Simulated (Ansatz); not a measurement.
**Run report: Ru, single-point calculation**

The run: single-point calculation of Ru (2 atoms in the cell). Method and program: DFT, PBEsol, plane waves (420 eV) with PAW, scalar-relativistic, no spin polarisation (Ansatz 0.2.0).

Figures and captions count atoms from 1; the log counts them from 0 in places.

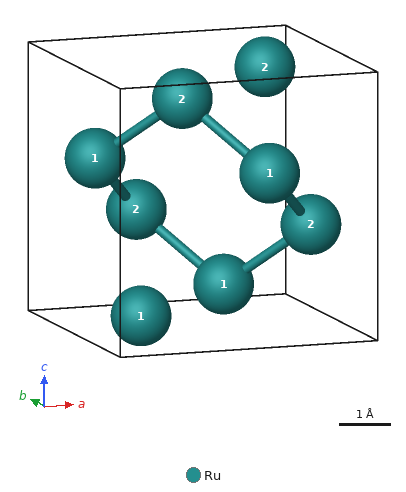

**Figure 1.** The structure (ball-and-stick view of the cell 4 times as large as that of the calculation, set on its symmetry axes, seen slightly off an axis; atoms are numbered from 1 in the order of the input).

Key numbers:

```tsv
quantity	value
outcome	converged
space group (tolerance 0.01 Å)	Fd-3m (227)
electrons treated	32
free energy	−11630.2959 eV
Fermi energy	14.704 eV
hardware	2 threads of an Arm (aarch64) CPU, shared host
wall time	3.5 s (CPU time 6.8 s)
peak memory	0.36 GiB
```

Remarks:

The program warns: the PAW datasets were made with another functional.

The input:
```yaml
crystal:
  lattice:
    - [0.0, 2.6957717556, 2.6957717556]
    - [2.6957717556, 0.0, 2.6957717556]
    - [2.6957717556, 2.6957717556, 0.0]
  atoms:
    - { symbol: Ru, position: [0.125, 0.125, 0.125] }
    - { symbol: Ru, position: [0.875, 0.875, 0.875] }
hamiltonian:
  xc: pbesol
  pseudopotentials:
    kind: paw
    azcp:
      Ru: "pseudopotentials/Ru.paw.azcp"
basis:
  ecutwfc: 420
  fft_grid_basis: typed
kpoints:
  mp_grid: { grid: [17, 17, 17], shift: [0, 0, 0] }
magnetization:
  spin_polarized: false
scf:
  occupations: { method: fermi_dirac, width: 0.1 }
output:
  write_density: true
  write_potential: true
  elf: true
  volumetric_format: npy
```

What the program printed:
```
Warning: [file] the record states the generating functional pbe (its physics header spells it `PBE`), which answers neither for hamiltonian.xc's functional nor for the pbesol family's — results may be inconsistent (PPs are generated against a specific XC)
Engine: ansatz 0.2.0, aarch64-unknown-linux-gnu
Pseudopotentials: kind: paw
Pseudopotential: Ru, paw, valence charge 16, recommended cutoff 420 eV (normal), [file]
Functional definition: PBEsol
  exchange = pbesol_x
  correlation = pbesol_c
Crystal: 2 atoms, lattice volume = 39.181 Å³
Basis set: ecut = 420 eV, 749 PW (Γ)
Bands: 20, of which v1, the nominal top of the filled ones, is band 16 counted from 1 (15 counted from 0)
Symmetry: 48 space group operations
Space group: Fd-3m (ITA 227), of the structure as read, at distance tolerance 3.4e-5 Å
k-points: 165 of 4913
Non-local potential: Ru, projectors of the file, l = 0: 3, l = 1: 2, l = 2: 2, l = 3: 1
PAW form: soft (Blöchl's): semilocal exchange-correlation on the pseudo side does not see the compensation charge
PAW frozen core: Ru, regenerated for the run's functional, and the local potential with it (the file was generated under x = pbe(κ = 0.804, μ = 0.2195149727645171), c = pbe(β = 0.06672455060314922))
PAW one-centre angular grid: Ru, 590 points (default); XC on 64 Gauss nodes
Initial density: superposition of atomic densities (neutral atoms: chi_scale 0, normalization atom), corrected by the library's trained network
Initial wavefunctions: pseudopotential atomic-orbital guess
Functional: x = pbesol(κ = 0.804, μ = 0.12345679012345678), c = pbesol(β = 0.046)
SCF iter   1: F=—  HF=-11630.294338 eV  |F-HF|=—  |Δ(HF+E_count)|=         —  Δρ=4.67e-3  dr2=2.19e-3  ethr=1.77e-3  ⟨swp⟩=5.2  Hψ=14293  notcnv=0
preconditioner: auto → Kerker (q_TF=auto, 2.638 Å⁻¹)  [metal: Δε(μ)=0.004 eV  Ē_g=5.251 eV  σ=0.100 eV  W_gap=0.01  n_scr=14 (ndim 8)  ℏωp=23.7 eV  f_vac=0.000  D(μ)=1.80/eV (n_scr^D=14)]
SCF iter   2: F=—  HF=-11630.295475 eV  |F-HF|=—  |Δ(HF+E_count)|=   1.14e-3  Δρ=2.62e-3  dr2=7.61e-4  ethr=6.84e-6  ⟨swp⟩=2.2  Hψ=6149  notcnv=0
SCF iter   3: F=—  HF=-11630.295913 eV  |F-HF|=—  |Δ(HF+E_count)|=   4.38e-4  Δρ=3.20e-4  dr2=3.01e-5  ethr=2.38e-6  ⟨swp⟩=2.4  Hψ=5560  notcnv=0
SCF iter   4: F=—  HF=-11630.295925 eV  |F-HF|=—  |Δ(HF+E_count)|=   1.19e-5  Δρ=9.03e-5  dr2=3.72e-6  ethr=9.39e-8  ⟨swp⟩=2.0  Hψ=4507  notcnv=0
SCF iter   5: F=—  HF=-11630.295926 eV  |F-HF|=—  |Δ(HF+E_count)|=   1.20e-6  Δρ=2.99e-5  dr2=3.06e-7  ethr=1.16e-8  ⟨swp⟩=2.4  Hψ=4477  notcnv=0
SCF iter   6: F=-11630.295926 eV  HF=-11630.295926 eV  |F-HF|=7.68e-10  |Δ(HF+E_count)|=   2.03e-8  Δρ=5.72e-6  dr2=1.02e-8  ethr=3.13e-10  ⟨swp⟩=2.1  Hψ=6706  notcnv=0
SCF 1 converged in 6 iterations: F = -11630.295926 eV  dr2 = 1.02e-8
  greatest PAW one-centre occupation: 0.999 electrons in one spin orbital (limit 2), on the Ru atom at site 1 (counted from 0), in its partial waves of l = 0
```

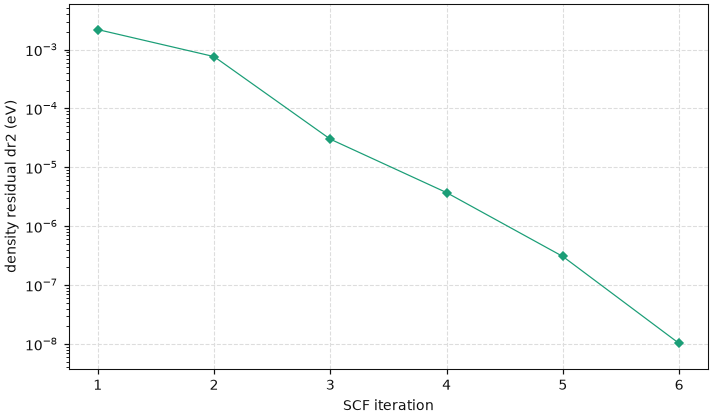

**Figure 2.** Convergence of the self-consistent field: density residual dr2 against the SCF iteration. The residual falls at every step.

```
SCF converged after 6 iterations
Free energy (F): -11630.295926 eV
Harris-Foulkes:  -11630.295926 eV  (|F-HF|=7.68e-10)
Internal energy: -11630.236478 eV  (E = F + TS)
E sigma→0 (E₀):  -11630.266202 eV
Entropy (-TS):   -0.059448 eV (-29.724 meV/atom)
Fermi energy:    14.703845 eV
--- Per-component energies (eV) ---
  E_band       = -377.112238
  E_kinetic    = 1030.344873
  E_local      = -3810.580449  (includes V_loc(G=0)·N_el)
  E_nonlocal   = 694.312699
  E_hartree    = 1315.562195
  E_xc         = -376.116760
  E_vxc        = -473.578007  (∫ρ·V_xc dr)
  E_paw        = -6801.200522  (= ΣΔE_a)
  E_vpaw       = -448.736103  (= ΣTr[D̂ρ^β])
  E_aug_tail   = -0.000437  (compensation charges beyond the density's cutoff)
  E_ewald      = -3683.064669
  E_core_change = 0.506592  (= ΣΔE_core)
  E_smearing   = -0.059448  (= −TS)
  E_closure    = 0.000000  (closes the sum)
  Σ components = -11630.295926   (vs F -11630.295926, Δ=0.00e0)
--- Band table (eV; the first three rows and the last of 165) ---
  k-point 0: bands = ["-58.1997", "-57.6289", "-28.4640", "-28.4640", "-28.4640", "-27.4984", "-27.4984", "-27.4984", "8.9895", "10.7351", "10.7351", "11.3849", "11.3849", "11.3849", "14.2142", "14.2142", "14.2142", "16.6712", "16.6712", "27.2845"]
  k-point 1: bands = ["-58.1962", "-57.6327", "-28.4681", "-28.4681", "-28.4633", "-27.4992", "-27.4941", "-27.4941", "9.0554", "10.6959", "10.6959", "11.3827", "11.4477", "11.4477", "14.1572", "14.2021", "14.2021", "16.6689", "16.6689", "26.6067"]
  k-point 2: bands = ["-58.1857", "-57.6436", "-28.4794", "-28.4794", "-28.4613", "-27.5014", "-27.4822", "-27.4822", "9.2474", "10.6212", "10.6212", "11.3803", "11.5839", "11.5839", "13.9985", "14.1773", "14.1773", "16.6594", "16.6594", "25.5883"]
  k-point 164: bands = ["-57.9374", "-57.8985", "-28.6880", "-28.6735", "-28.0272", "-27.9341", "-27.2806", "-27.2675", "9.9471", "9.9831", "11.7130", "11.9158", "12.6141", "12.8907", "13.2422", "13.4431", "16.8893", "16.9179", "17.8380", "18.4561"]
```
